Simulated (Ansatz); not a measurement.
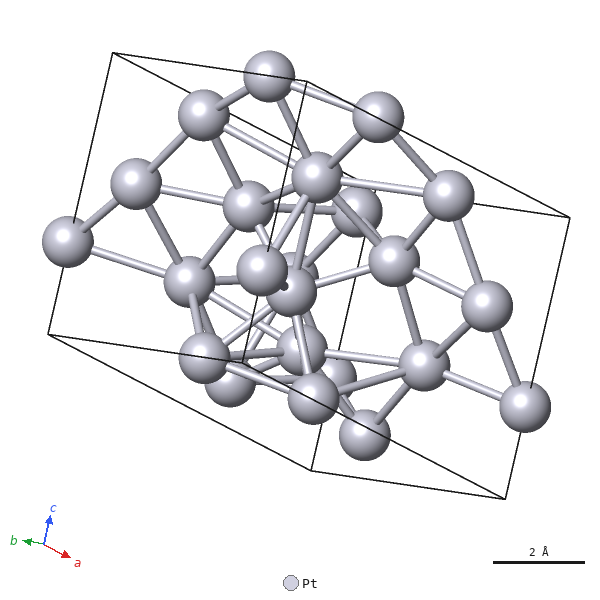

Drawn in the ball-and-stick manner and seen from a general direction. The lines enclose the supercell; boundary atoms appear with their images. The host is Pt, in a cell of 16 sites, and the cell is neutral.

Q: Which defect is modelled here, and what are its neighbours?

A: An interstitial platinum atom. It is bonded to seven Pt at about 2.4 to 2.8 Å.

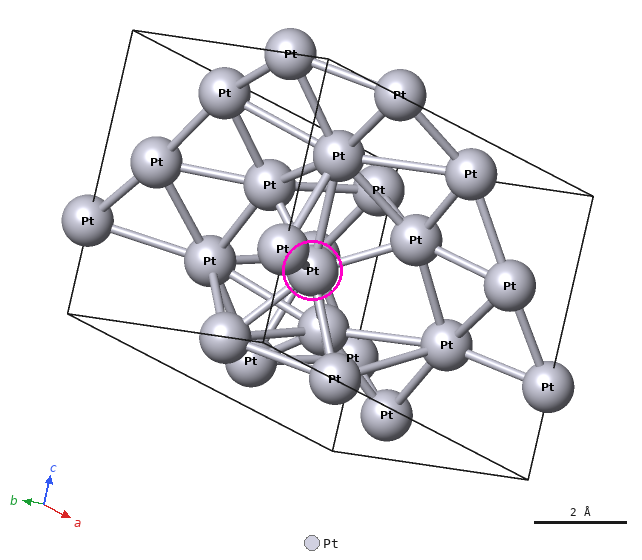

The same cell with a ring at the defect's site.

The atoms were relaxed in the host's cell with DFT PBE, scalar-relativistic, plane waves, PAW (Ansatz 0.2.0).
